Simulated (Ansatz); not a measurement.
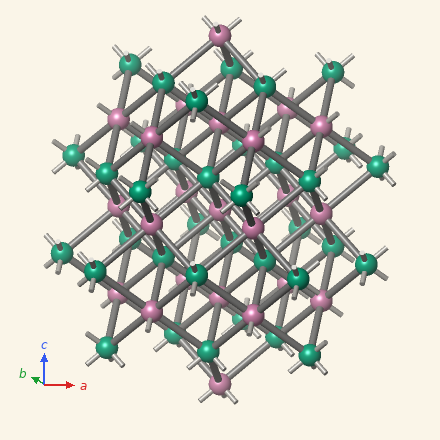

A cut-out of a periodic net derived from a crystal structure. Nodes are coloured by topological kind. Short stubs are edges that leave the cut-out.

Question: Classify the net: periodicity, connectivity, name.

Answer: A binodal (6,6)-connected, three-periodic net. It is the nia net, known from NiAs.

Question: Give point symbol and coordination sequence of each kind of node.

Answer: 6-connected node: 4^9.6^6, sequence 6, 18, 42, 74, 114, 162; 6-connected node: 4^12.6^3, sequence 6, 20, 42, 74, 114, 164.

Where the net comes from. The compound is GaAs (space group P6_3/mmc, No. 194), taken as the end point of a relaxation with DFT PBE, scalar-relativistic, plane waves, PAW in Ansatz 0.2.0; the starting structure was generated, so it need not be a known form of this composition. Bonds are taken as As–Ga below 3 Å. The graph is simplified in the usual way: terminal and isolated atoms are pruned, two-connected atoms become edges. As is a 6-connected node; Ga is a 6-connected node, in the ratio 1:1.
